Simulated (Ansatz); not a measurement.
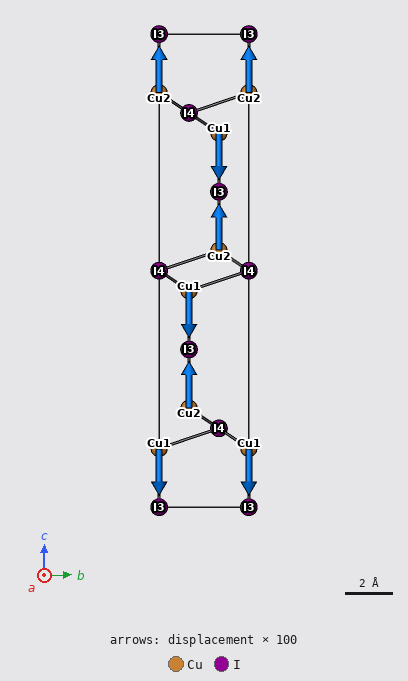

A relaxation of crystalline CuI (set up in R-3m). The starting structure is drawn; blue arrows show the displacements (the part carried along by the change of the cell is left out), 100 times their true length.

Style: ball-and-stick. Shown: the conventional cell (3 times the calculation's cell), along the a axis. Lengths and directions refer to the drawn axes.

The calculation used DFT PBE, scalar-relativistic, plane waves, PAW (Ansatz 0.2.0). (plane-wave cutoff 420 eV; k-point mesh 12 × 12 × 12; occupations gaussian; smearing width 0.1 eV; no spin polarisation; cell and atoms relaxed; force threshold 0.005 eV/Å; at most 80 steps)

Q: Which element moves most?

A: Copper: up to 0.021 Å, against 0.000 Å for iodine.

Q: What happened in the run?

A: The largest moves relative to the cell, 0.021 Å, are those of Cu1 and Cu2. Cu1 goes along −c. I stays in place. The drawn cell changes at constant volume: a = b 4.469 → 4.456 Å (−0.3 %), c 20.417 → 20.540 Å (+0.6 %). Among the contacts that change: Cu1–I3 2.537 → 2.532 Å. The space group stays R-3m (No. 166). After 2 accepted moves (3 points after the start) the energy has fallen by 0.4 meV per cell of the calculation. The largest force component goes from 0.017 to 0.00089 eV/Å. The pressure goes from −0.02 to 0.00 GPa. The SCF was repeated once at an unchanged geometry on a basis and grid sized afresh for the cell, which shifted the energy by less than 0.05 meV per cell of the calculation at most.
